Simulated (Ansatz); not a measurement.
CoO: single-point calculation (part 3 of 3)

Continued. System: CoO (slab, 12 atoms in the cell). Method: DFT PBE, scalar-relativistic, plane waves, PAW, spin-polarised (Ansatz 0.2.0); cutoff 420 eV, 11×11×1 k-mesh, Gaussian smearing of 0.1 eV, collinear spins. The structure derives from an entry of the Crystallography Open Database. It belongs to a series of runs on one base structure; here: (0 0 1) slab cut from the bulk.

Geometry of the input (Å; fractional positions):
```
3.0160  0.0000  0.0000
0.0000  3.0160  0.0000
0.0000  0.0000  25.5362
Co 0.5000  0.5000  0.2937
O  0.0000  0.0000  0.2937
Co 0.0000  0.0000  0.3762
O  0.5000  0.5000  0.3762
Co 0.5000  0.5000  0.4587
O  0.0000  0.0000  0.4587
Co 0.0000  0.0000  0.5413
O  0.5000  0.5000  0.5413
Co 0.5000  0.5000  0.6238
O  0.0000  0.0000  0.6238
Co 0.0000  0.0000  0.7063
O  0.5000  0.5000  0.7063
```

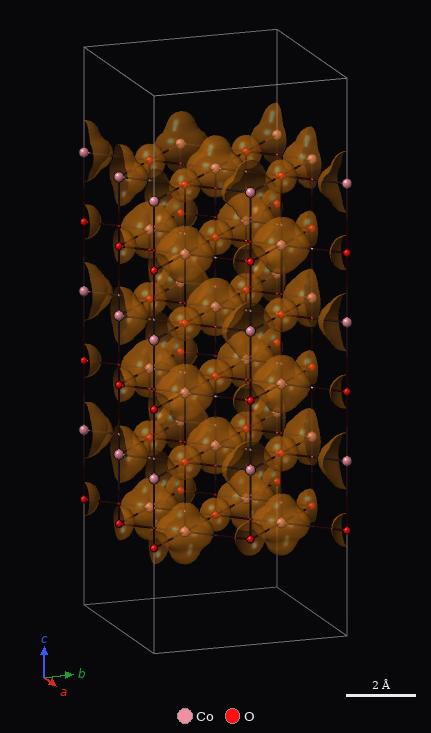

Figure 1. Isosurfaces of the spin density (up minus down) at +0.2 (orange) and −0.2 e/Å³ (purple), seen slightly off an axis. Sticks mark near contacts. The cell of the calculation (12 atoms) carries 17.8 μB net. Only one sign reaches the isovalue. In a PAW calculation such maps are meaningful between the atoms, not at the nuclei.

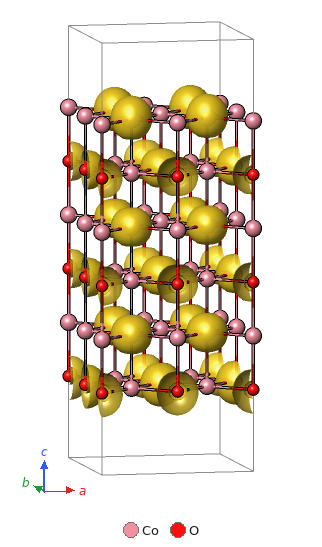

Figure 2. Isosurface of the ELF at 0.7 (yellow), seen slightly off an axis. Only the valence region is drawn (cores and ρ < 0.01 e/Å³ removed). Sticks mark near contacts. Profiles from the grid: Co–O (2.11 Å): the ELF is about 0.15 at the midpoint (a polar contact without a shared pair, in a metal).

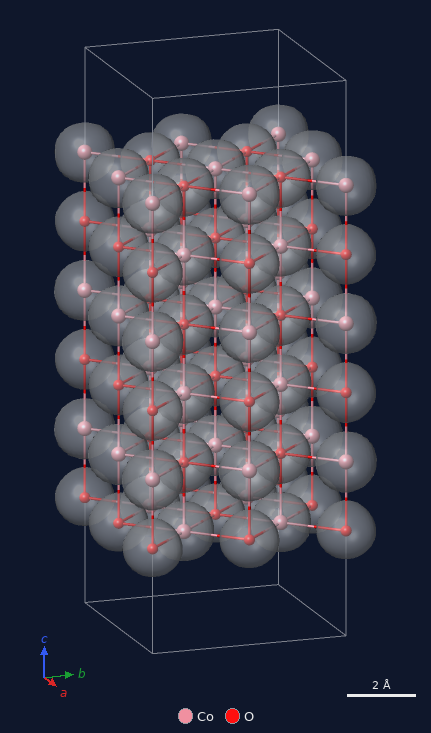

Figure 3. Isosurface of the valence pseudo-density at 0.6 e/Å³ (grey), seen slightly off an axis. Sticks mark near contacts. At this value the density breaks into separate islands; it holds about 85 % of the electrons treated as valence (semicore included). It is pinched off along the Co–O (2.11 Å) contacts. On the grid the lowest density along these lines, outside the cores, is 0.41 e/Å³ (Co–O, 2.11 Å).
